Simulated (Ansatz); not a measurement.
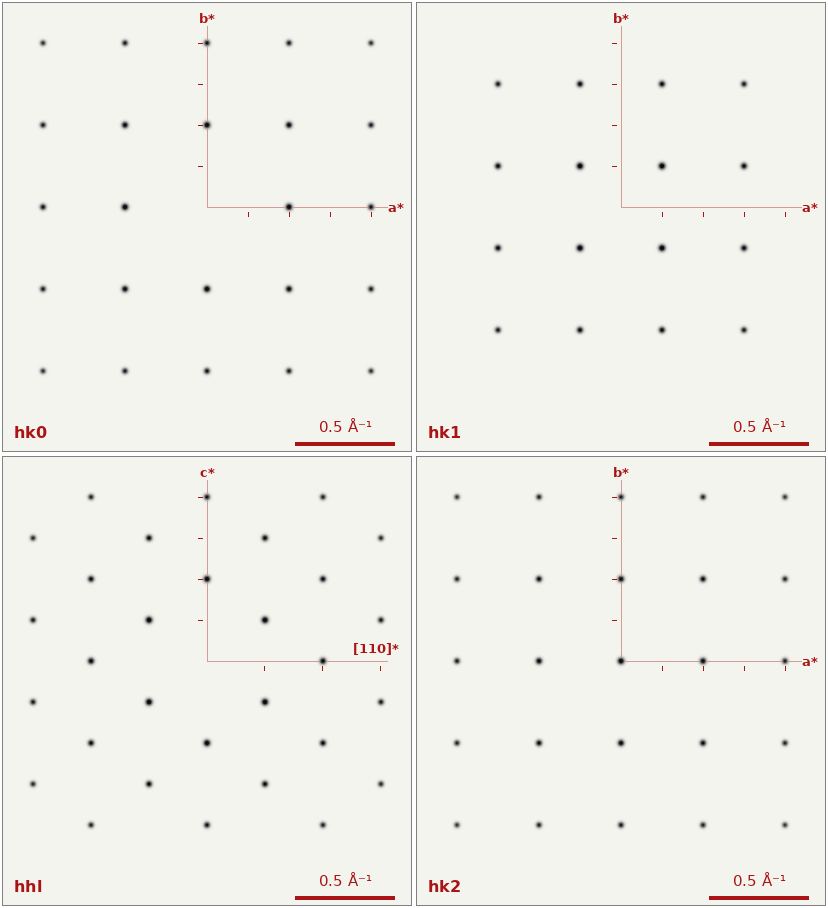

Simulated precession-type sections (X-rays; kinematic intensities, B = 0.5 Å²). The ticks mark integer indices of the conventional cell.

The compound is In. Structure: the geometry relaxed with DFT PBE, scalar-relativistic, plane waves, PAW in Ansatz.

Question: Read the reciprocal cell and give the direct cell.

Answer: a* = 0.209, b* = 0.209, c* = 0.209 Å⁻¹; the cell is cubic with a = 4.79 Å.

Question: List the systematic absences.

Answer: Reflections are present only under these conditions. hkl: h + k = 2n, h + l = 2n; hk0: h = 2n, k = 2n; hhl: h + l = 2n; h00: h = 2n. The lattice is face-centred (F).

Question: Which space groups fit?

Answer: The intensities have Laue symmetry m-3m (the hk0 layer shows 4mm, hk1 shows 4mm). With these conditions the candidates are F432 (No. 209), F-43m (No. 216), Fm-3m (No. 225). Diffraction geometry alone does not choose among them; the structure has Fm-3m.
